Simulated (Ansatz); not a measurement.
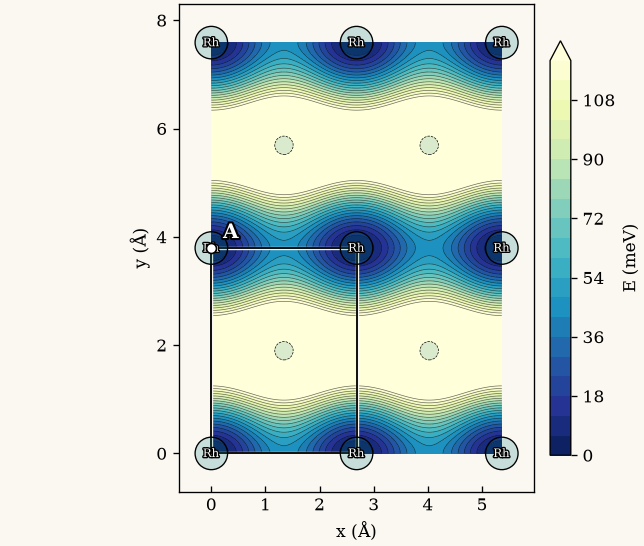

H on a Rh(110) slab cut from the Fm-3m phase, its upper half relaxed before the scan (8 atoms of substrate and one adsorbate in a 2 × 1 cell). H is moved over the surface cell at a fixed height above a rigid substrate; the origin of the map has the adsorbate above Rh7; the height is held at 3.30 Å. Places are given modulo a cell vector. The map is drawn in real space over the plane of the surface. The scan uses a 6 × 8 grid; 20 points were computed and 28 follow by symmetry. Places are given in fractions of the 1 × 1 surface cell. All energies are given in meV relative to the lowest grid point. The runs have no spin polarisation, so an open-shell adsorbate far from the surface lies too high. At a fixed height the lowest place need not be the adsorption site. All numbers below come from DFT PBE+D3(BJ), scalar-relativistic, plane waves, PAW (Ansatz 0.2.0). Settings: cutoff 420 eV, k-mesh 5×7×1, gaussian smearing 0.1 eV, no spin polarisation.

In the figure: filled contours, labelled circles for the atoms of the top layer and small ones for the second layer, the outline of one cell of the 2 × 2 shown, one colour for all values above the top of the scale, the point A. Between grid points the surface is interpolated.

> What is the easiest way out of the well at A, and how high is the barrier?

The easiest path leads from the well at the top site over a surface Rh atom, (0/6, 0/8) of the cell vectors to its copy one period on. Its highest point lies about 46 meV above the bottom of the first well on the interpolated surface, at a bridge site between two Rh atoms, (3/6, 0/8) of the cell vectors. This is the barrier on the constrained surface; relaxing the other coordinates would change it.

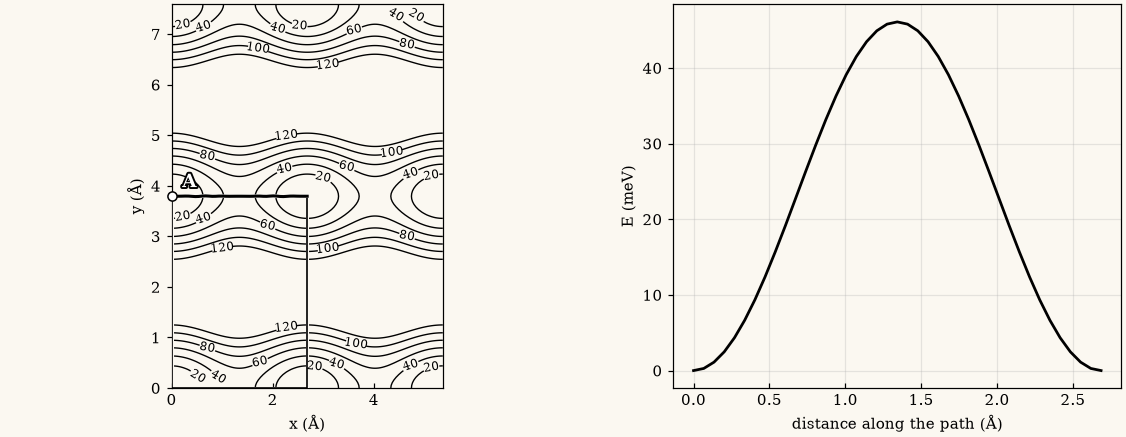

The picture shows contour lines labelled in meV (none above 120), a line along the lowest path, the outline of one cell of the 2 × 2 shown, the energy along the path at the right. Between grid points the surface is interpolated.

PAW datasets: the set soft_1.
